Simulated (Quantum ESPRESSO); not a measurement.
# SrO (Fm-3m): from Born charge to LO-TO splitting

Wanted: the LO mode of SrO (Fm-3m) from the TO mode and the field response.

Program: Quantum ESPRESSO 7.5. Level of theory: DFT PBE, scalar-relativistic, plane waves, PseudoDojo norm-conserving pseudopotentials. Results are calculated unless marked as measured.

The database entry behind the starting cell differs from later determinations by our own check (about 0.5 % short), so it need not match the best structure at ambient conditions.

### 1. The relaxed structure

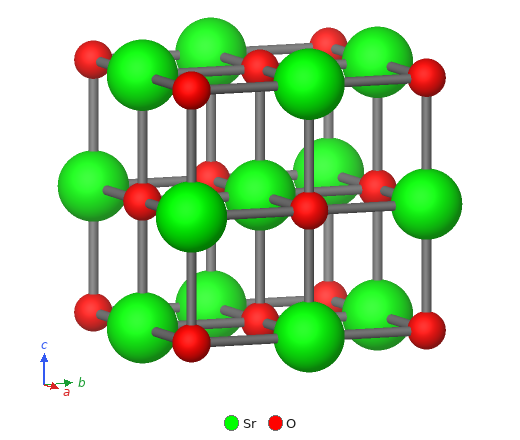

Start, viewed slightly off an axis; strontium green, oxygen red. This picture shows the conventional cell, with its axes. Some periodic images of atoms are drawn too.

Coordinates:

```
Sr O
1.0
    -2.59560    0.00000    2.59560
     0.00000    2.59560    2.59560
    -2.59560    2.59560    0.00000
Sr O
1 1
Direct
  0.50000 0.50000 0.50000
  0.00000 0.00000 0.00000
```

This is the cell after its relaxation at this level of theory, not the database cell from which that began.

### 2. What the response run gave

A linear-response run on the relaxed cell, with the response to an electric field; only its zone-centre results are used. Cutoff 92 Ry, k mesh 8×8×8.

What it wrote:

```text
[banners, grids, parts of the stress and lines that vanish by symmetry left out]
Program PHONON v.7.5
     Reading xml data from directory:

[...]
Exchange-correlation= PBE
                           (   1   4   3   4   0   0   0)
[...]
(   8 q-points):
[...]
kinetic-energy cut-off    =      92.0000  Ry
     charge density cut-off    =     368.0000  Ry
     convergence threshold     =      1.0E-18
[...]
Exchange-correlation= PBE
                           (   1   4   3   4   0   0   0)
[...]
q = (   0.0000000   0.0000000   0.0000000 )
     49 Sym.Ops. (with q -> -q+G )
     G cutoff =  448.5293  (  27989 G-vectors)     FFT grid: ( 45, 45, 45)
     number of k points=    29
[...]
Mode symmetry, O_h (m-3m)  point group:
[...]
Dielectric constant
[...]
End of electric fields calculation
          Dielectric constant in cartesian axis
          (       3.772993617      -0.000000000      -0.000000000 )
          (       0.000000000       3.772993617       0.000000000 )
          (      -0.000000000       0.000000000       3.772993617 )
          Effective charges (d Force / dE) in cartesian axis without acoustic sum rule applied (asr)
           atom    1  Sr    Mean Z*:        2.43776
      Ex  (        2.43776       -0.00000        0.00000 )
      Ey  (        0.00000        2.43776       -0.00000 )
      Ez  (        0.00000       -0.00000        2.43776 )
           atom    2  O     Mean Z*:       -2.43794
      Ex  (       -2.43794        0.00000        0.00000 )
      Ey  (        0.00000       -2.43794       -0.00000 )
      Ez  (        0.00000       -0.00000       -2.43794 )
          Effective charges Sum: Mean:       -0.00018
[...]
Effective charges (d Force / dE) in cartesian axis with asr applied:
           atom    1  Sr    Mean Z*:        2.43785
[...]
atom    2  O     Mean Z*:       -2.43785
[...]
Representation #   1 modes #   1   2   3
[...]
End of self-consistent calculation
     Convergence has been achieved
     Representation #   2 modes #   4   5   6
[...]
End of self-consistent calculation
     Convergence has been achieved
[...]
Dielectric constant in cartesian axis
          (       3.772993617      -0.000000000      -0.000000000 )
          (       0.000000000       3.772993617       0.000000000 )
          (      -0.000000000       0.000000000       3.772993617 )
          Effective charges (d Force / dE) in cartesian axis without acoustic sum rule applied (asr)
           atom    1  Sr    Mean Z*:        2.43776
[...]
Mode symmetry, C_s (m)     point group:
[...]
q = (    0.530330086  -0.176776695   0.530330086 )
[...]
Mode symmetry, C_s (m)     point group:
     freq (   1-   1) =        111.9  [cm-1]   --> A''
     freq (   2-   2) =        132.0  [cm-1]   --> A'
     freq (   3-   3) =        186.4  [cm-1]   --> A'
     freq (   4-   4) =        241.2  [cm-1]   --> A''
     freq (   5-   5) =        266.4  [cm-1]   --> A'
     freq (   6-   6) =        358.1  [cm-1]   --> A'
[...]
Mode symmetry, C_2v (mm2)  point group:
[...]
q = (    0.353553391   0.000000000   0.353553391 )
[...]
Mode symmetry, C_2v (mm2)  point group:
     freq (   1-   1) =         97.6  [cm-1]   --> B_1  D_3  S_3
     freq (   2-   2) =        132.9  [cm-1]   --> B_2  D_4  S_4
     freq (   3-   3) =        181.0  [cm-1]   --> A_1  D_1  S_1
     freq (   4-   4) =        247.6  [cm-1]   --> B_2  D_4  S_4
     freq (   5-   5) =        254.2  [cm-1]   --> B_1  D_3  S_3
     freq (   6-   6) =        392.4  [cm-1]   --> A_1  D_1  S_1
[...]
Mode symmetry, D_4h(4/mmm) point group:
[...]
Convergence has been achieved
[...]
Convergence has been achieved
[...]
Convergence has been achieved
[...]
Convergence has been achieved
[...]
q = (    0.000000000  -0.707106781   0.000000000 )
[...]
freq (    5) =       6.685507 [THz] =     223.004521 [cm-1]
     freq (    6) =       9.177409 [THz] =     306.125400 [cm-1]
[...]
Mode symmetry, D_4h(4/mmm) point group:
     freq (   1-   2) =        122.6  [cm-1]   --> E_u  X_5' M_5'
     freq (   3-   3) =        177.6  [cm-1]   --> A_2u X_4' M_4'
     freq (   4-   5) =        223.0  [cm-1]   --> E_u  X_5' M_5'
     freq (   6-   6) =        306.1  [cm-1]   --> A_2u X_4' M_4'
[...]
Mode symmetry, D_2d (-42m) point group:
[...]
Representation #   1 mode #   1
[...]
Convergence has been achieved
     Representation #   2 mode #   2
[...]
Convergence has been achieved
     Representation #   3 modes #   3   4
[...]
End of self-consistent calculation
     Convergence has been achieved
     Representation #   4 modes #   5   6
[...]
End of self-consistent calculation
     Convergence has been achieved
[...]
q = (   -0.353553391  -0.707106781   0.000000000 )
[...]
freq (    1) =       4.188201 [THz] =     139.703353 [cm-1]
     freq (    2) =       4.728326 [THz] =     157.719989 [cm-1]
     freq (    3) =       4.728326 [THz] =     157.719989 [cm-1]
     freq (    4) =       8.134682 [THz] =     271.343784 [cm-1]
     freq (    5) =       8.134682 [THz] =     271.343784 [cm-1]
     freq (    6) =       9.115275 [THz] =     304.052842 [cm-1]
[...]
Mode symmetry, D_2d (-42m) point group:
     freq (   1-   1) =        139.7  [cm-1]   --> A_1  X_1  W_1
     freq (   2-   3) =        157.7  [cm-1]   --> E    X_5  W_3
     freq (   4-   5) =        271.3  [cm-1]   --> E    X_5  W_3
     freq (   6-   6) =        304.1  [cm-1]   --> B_2  X_3  W_2

   JOB DONE.
```

| quantity | value |
| --- | --- |
| cell volume Ω (Å³) | 34.974 |
| mass of Sr (u) | 87.620 |
| mass of O (u) | 15.999 |
| Born charge of Sr, raw (e) | 2.438 |
| Born charge of O, raw (e) | -2.438 |
| ε∞ | 3.773 |
| ω(TO) after the sum rule (cm⁻¹) | 190.0 |

### 3. The calculation

The charges must sum to zero over the cell; taking off their mean, 0.000 e, leaves Z* = 2.438 e on Sr. In the polar mode Sr moves against O, so the reduced mass is μ = 87.62 × 16.00 / 103.62 = 13.529 u.

A longitudinal wave builds up a field that adds to the restoring force: ω(LO)² = ω(TO)² + 4π Z*² / (μ Ω ε∞), in Hartree atomic units. With μ = 24661 electron masses and Ω = 236.01 bohr³ the second term is 3.4008e-06 Ha², or 163814 cm⁻² (1 Ha = 219474.6 cm⁻¹).

So ω(LO) = √(36096 + 163814) = 447.1 cm⁻¹, and by the Lyddane-Sachs-Teller relation ε₀ = ε∞ (ω(LO)/ω(TO))² = 20.90.

### 4. Check against the program

The analysis program adds the same non-analytic term to the full matrix, here for q along (1 0 0).

What it wrote:

```text
[banner, memory and clock lines left out]
Program DYNMAT v.7.5

     Reading Dynamical Matrix from file x.dyn1
     ...Force constants read
     ...epsilon and Z* read

     Polarizability (A^3 units)
     multiply by 0.519661 for Clausius-Mossotti correction
         7.717587    0.000000   -0.000000
        -0.000000    7.717587    0.000000
        -0.000000    0.000000    7.717587

     IR activities are in (D/A)^2/amu units

# mode   [cm-1]    [THz]      IR
    1      0.00    0.0000    0.0000
    2      0.00    0.0000    0.0000
    3      0.00    0.0000    0.0000
    4    189.99    5.6956   10.1351
    5    189.99    5.6956   10.1351
    6    447.11   13.4041   10.1351
```

ε₀ comes from the program's run without a direction of q.

| quantity | by hand | program |
| --- | --- | --- |
| ω(LO) (cm⁻¹) | 447.1 | 447.1 |
| ε₀ | 20.90 | 20.90 |

### 5. Summary of results

| Quantity | Value |
| --- | --- |
| TO mode | 190.0 cm⁻¹ |
| LO mode | 447.1 cm⁻¹ |
| static dielectric constant | 20.90 |

In words: The LO mode of SrO (Fm-3m) lies at 447 cm⁻¹, 257 cm⁻¹ above the TO mode; the formula meets the program within 0.1 cm⁻¹, as it must for a cubic crystal with one polar mode. ω(LO)² − ω(TO)² goes with Z*²/ε∞: an error of 5 % in ε∞ would move the LO mode by 8.8 cm⁻¹, and semilocal functionals tend to overestimate ε∞. These are harmonic values at zero temperature, at the volume of this functional, for the structure held cubic; stability elsewhere in the zone is no part of this calculation.

[Host names and launcher messages were left out of these logs when they were recorded.]

[Logs are printed without paths, hosts, clocks, repeated set-up lines and the standing remarks that a program may print on its own settings, such as how far it seeks lower states.]

[Hosts, paths, dates, database ids (printed as entryN), source tags and the programs' standing remarks are cut or masked in the printed files.]
